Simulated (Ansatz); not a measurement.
Band edges of ZnS (space group F-43m, No. 216).

The calculation's input:

```yaml
crystal:
  lattice:
    - [0.0, 2.702, 2.702]
    - [2.702, 0.0, 2.702]
    - [2.702, 2.702, 0.0]
  atoms:
    - { symbol: Zn, position: [0.75, 0.75, 0.75] }
    - { symbol: S, position: [0.0, 0.0, 0.0] }
basis:
  ecutwfc: 420
kpoints:
  mp_grid: { grid: [12, 12, 12] }
hamiltonian:
  xc: pbe
scf:
  occupations: { method: gaussian, width: 0.05 }
output:
  forces: true
  eigenvalues: true
  eigenstates:
    nscf_kmesh: { grid: [34, 34, 34] }
    top_band: c6
    de_dk: true
    localisation: true
  stress: true
checkpoint:
  write: ck
  compress: false
  write_wavefunctions: false
  write_every: 100000
```

Command:

```sh
ansatz run input.yaml --threads 1 --pin off --max-ram 3072MiB --backend cpu --events-out ev --progress --plain --runs-dir out
```

Computed with Ansatz 0.2.0, DFT PBE, scalar-relativistic, plane waves, PAW; levels and slopes on a dense k mesh at the converged density. No spin polarisation. k mesh for the levels: 34×34×34. Unrelaxed database geometry.

Masses come from a second pass at points close to the extrema; at the energies drawn a band may no longer be parabolic.

The gap is direct, 2.11 eV at this level of theory (semilocal functionals give gaps that are too small, and can reorder valleys that lie close).

Valence band: one maximum at Γ, three bands meeting there, with masses of 0.19 and 0.70 mₑ among them, each the same along x, y and z. Band 9 forms the valence edge; band 8 meets it there and band 7 meets it there.
Conduction band: one minimum at Γ, mass 0.17 mₑ in all directions. Band 10 forms the conduction edge.

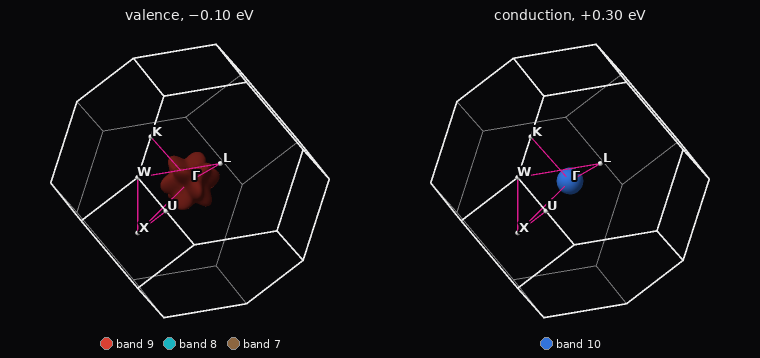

Constant-energy surfaces near the two band edges, measured from each edge.

Where one band's surface lies inside another's, the outer one hides all or part of it.

Spin-orbit coupling, left out here, can split bands that meet at an edge and change their masses.
